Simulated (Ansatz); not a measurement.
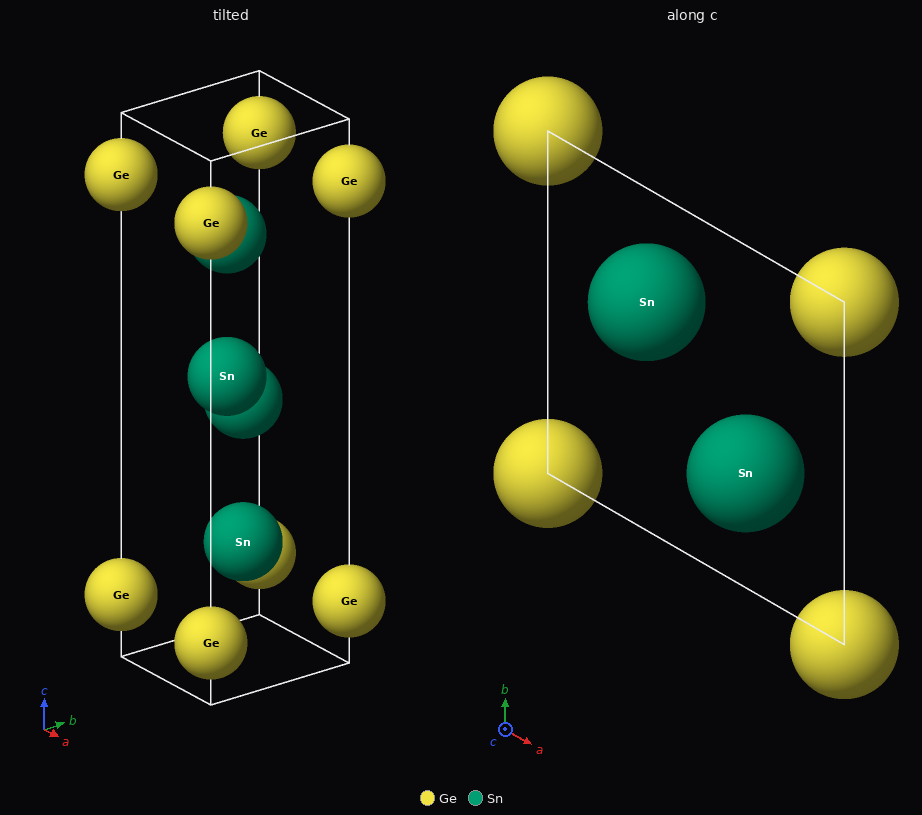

A spheres-only rendering, viewed slightly off an axis and along the c axis. The lines enclose the conventional unit cell; boundary atoms appear with their images.

Sn₂Ge, space group P-3m1 (No. 164), a = 4.454 Å, b = 4.454 Å, c = 10.839 Å, α = 90.00°, β = 90.00°, γ = 120.00°. The model was built from a structure type filled with these elements by a generator (whether the compound takes this form wasn't checked). Earlier steps of the study, as a rule a relaxation of our own, may have changed the cell and positions, so they can lie some per cent off the listed ones. It went into a calculation with Ansatz.

This one geometry was computed with Ansatz (DFT, plane waves, PAW) at four levels of theory: PBE, r2SCAN, PBE with spin-orbit coupling and HSE06. It was relaxed beforehand with r2SCAN.

### Which level gives the highest pressure at this volume, and what does that say about its equilibrium volume?

Highest: PBE (1.8 GPa) and PBE with spin-orbit coupling (1.8 GPa), which points to the largest equilibrium volume. Lowest, with the smallest volume: r2SCAN (0.0 GPa) and HSE06 (-0.1 GPa). Levels within 0.5 GPa of each other can't be told apart.

### How does the band gap change with the level of theory?

PBE: a metal; r2SCAN: a metal; HSE06: a metal; PBE with spin-orbit coupling: a gap of 0.18 eV, indirect.

### Collect the results in a table.

| level | cutoff (eV) | k-mesh of the run's cell | gap (eV) | pressure (GPa) |
| --- | --- | --- | --- | --- |
| PBE | 420 | 6×6×2 | metal | 1.8 |
| r2SCAN | 500 | 6×6×2 | metal | 0.0 |
| PBE with spin-orbit coupling | 420 | 6×6×2 | 0.18 | 1.8 |
| HSE06 | 420 | 6×6×2 | metal | -0.1 |

Gaps are taken on the k-mesh or band path of each run.
